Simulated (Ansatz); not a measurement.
System: LiTaO$_{2}$.

Input file:

```
crystal:
  lattice:
    - [1.4360874115, 0.8291254536, 5.424275815]
    - [-1.4360874115, 0.8291254536, 5.424275815]
    - [0.0, -3.3165018144, 10.8485516301]
  atoms:
    - { symbol: Li, position: [0.0, 0.0, 0.0] }
    - { symbol: Ta, position: [0.5, 0.5, 0.25], spin: 1.0 }
    - { symbol: O, position: [0.2533569384, 0.2533569384, 0.1266784692] }
    - { symbol: O, position: [0.7466430616, 0.7466430616, 0.3733215308] }
    - { symbol: Li, position: [0.0, 0.0, 0.5] }
    - { symbol: Ta, position: [0.5, 0.5, 0.75], spin: -1.0 }
    - { symbol: O, position: [0.2533569384, 0.2533569384, 0.6266784692] }
    - { symbol: O, position: [0.7466430616, 0.7466430616, 0.8733215308] }
basis:
  ecutwfc: 420
kpoints:
  mp_grid: { grid: [18, 18, 9] }
hamiltonian:
  xc: pbe
scf:
  occupations: { method: gaussian, width: 0.1 }
  lower_state_search: "off"
output:
  forces: true
  stress: true
  eigenvalues: true
  populations: true
  write_density: true
  write_potential: true
  elf: true
  volumetric_format: npy
magnetization:
  spin_polarized: true
```

Launched as:

```sh
ansatz run input.yaml --threads 1 --pin off --max-ram 2560MiB --backend cpu --events-out ev --progress --plain --runs-dir out
```

Space group R-3m; started from the layered alpha-NaFeO2 prototype, which need not be the ambient phase; the program warned that a starting moment wasn't kept; spin-polarised, but the moments vanished.

Theory: Ansatz, DFT PBE, scalar-relativistic, plane waves, PAW.

Q: What can the converged valence pseudo-density and electron localisation function tell about the bonding?

A: Li–O (2.11 Å): the density is about 0.25 e/Å³ at the midpoint; the ELF peaks at about 0.85 in the valence shell of O, 0.6 Å from its nucleus, and is about 0.45 at the midpoint.
Ta–O (2.18 Å): the density is about 0.54 e/Å³ at the midpoint; the ELF peaks at about 0.80 in the valence shell of O, 0.6 Å from its nucleus, and is about 0.15 at the midpoint; no shared electron pair shows on this line.

Q: Does the calculation make it a metal, or give it a gap?

A: It is metallic or semimetallic at this level of theory: no gap opens; semilocal functionals without U, or without the true magnetic order, often close the gap of such compounds.

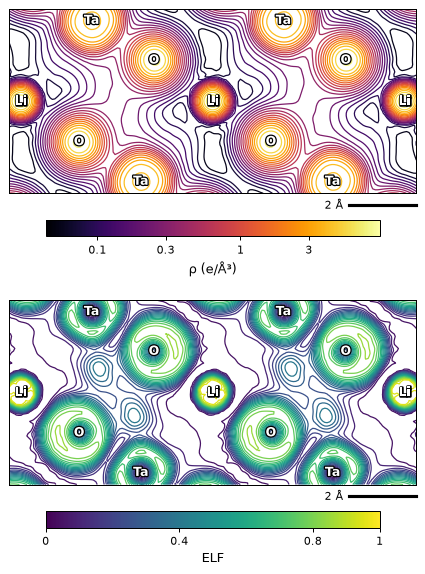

Computed valence pseudo-density and electron localisation function on the (11̄0) plane of the calculation cell, in this order. 

Core electrons are frozen (PAW), and the valence fields are smoothed inside the atomic spheres.
